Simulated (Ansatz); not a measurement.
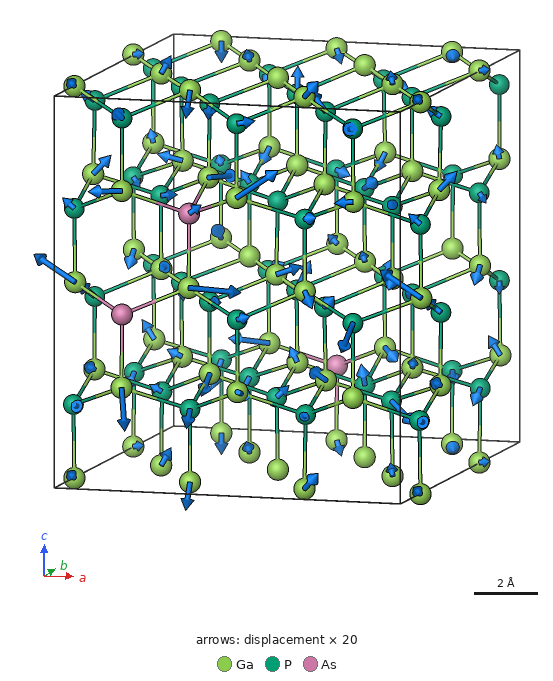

This is a relaxation of solid Ga$_{48}$P$_{45}$As$_{3}$ (a generated structure, set up in P1). The starting structure is drawn; blue arrows show the displacements, 20 times their true length.

Style: ball-and-stick. Shown: the cell of the calculation, slightly off an axis.

All numbers below come from DFT, PBEsol, PAW, plane waves (Ansatz). Settings: plane-wave cutoff 420 eV; k-point mesh 1 × 1 × 1; mesh shifted by (0.25, 0.25, 0.25); no spin polarisation; cell relaxed at fixed alpha, beta, gamma; force threshold 0.03 eV/Å; at most 80 steps.

Q: Which element moves most?

A: Gallium: up to 0.095 Å, against 0.069 Å for phosphorus.

Q: What happened in the run?

A: Over 4 geometry steps the energy falls by 8.0 meV per atom. Largest force component: 0.91 eV/Å at the start, 0.015 eV/Å at the end. The pressure goes from 0.13 to 0.00 GPa. The atom that moves furthest relative to the cell is a Ga atom (0.095 Å along [−3 1 1]). Largest moves by element: Ga 0.095 Å, P 0.069 Å, As 0.026 Å. The drawn cell changes at constant volume: a 11.528 → 11.517 Å (−0.1 %), b 13.312 → 13.315 Å (0.0 %), c 12.662 → 12.673 Å (+0.1 %). Some distances before and after: As–Ga 2.322 → 2.417 Å, As–Ga 2.350 → 2.422 Å, Ga–P 2.420 → 2.352 Å, Ga–P 2.290 → 2.356 Å. Among the angles between lasting bonds that change: Ga–P–Ga 112.6° → 108.7°, P–Ga–P 107.5° → 110.7°, Ga–P–Ga 106.9° → 110.1°. The space group stays P1 (No. 1). The run took 13 s on 1 × NVIDIA GB300 Max-Q with 8 threads of Arm Neoverse-V2, peak memory 2.5 GiB.
